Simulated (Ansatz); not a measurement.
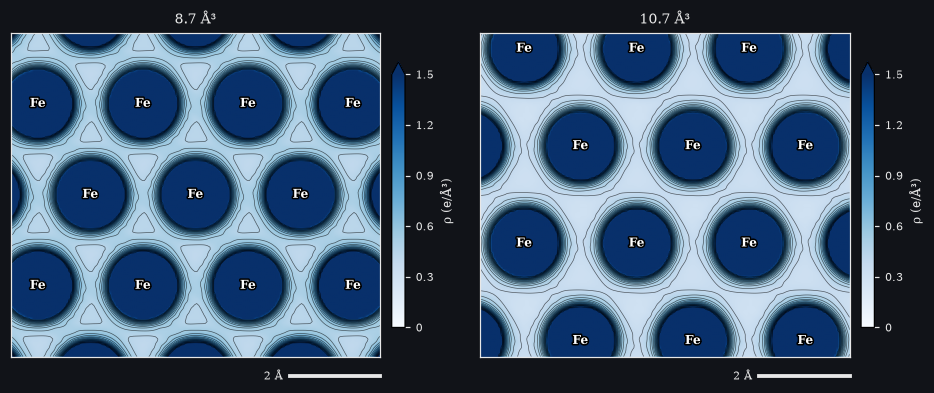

Fe. The valence electron density of cells scaled evenly to different volumes (given per atom above each panel), on the (001) plane of each (indices in the axes of the cell below), at one length scale and on one colour scale.

A generated structure, not necessarily the stable one; spin-polarised.

Level of theory: Ansatz 0.2.0, DFT, PBEsol, plane waves (420 eV) with PAW, scalar-relativistic.

The density is the valence pseudo-density of a PAW calculation; it isn't the true density close to the nuclei.

The largest cell:

```
Fe
1.0
     2.48200    0.00000    0.00000
    -1.24100    2.14948    0.00000
     0.00000    0.00000    8.00092
Fe
4
Direct
  0.00000 0.00000 0.00000
  0.00000 0.00000 0.50000
  0.33333 0.66667 0.25000
  0.66667 0.33333 0.75000
```

| volume (Å³/atom) | Fe–Fe contact in the plane (Å) | ρ at its midpoint (e/Å³) | pressure (GPa) | 
| --- | --- | --- | --- |
| 8.70 | 2.318 | 0.499 | 53.5 | 
| 9.49 | 2.386 | ? | ? | 
| 10.67 | 2.482 | 0.361 | −17.6 | 

Estimate the missing row, and compare with the calculation.

Over the known rows ln ρ falls by 1.97 per Å of Fe–Fe distance (the line through the two), which gives 0.436 e/Å³ at 2.386 Å; the calculation gives 0.432 e/Å³. For the pressure, a straight line in volume between the neighbouring rows gives 25.0 GPa; the calculation gives 13.8, lower because pressure rises ever faster on compression.
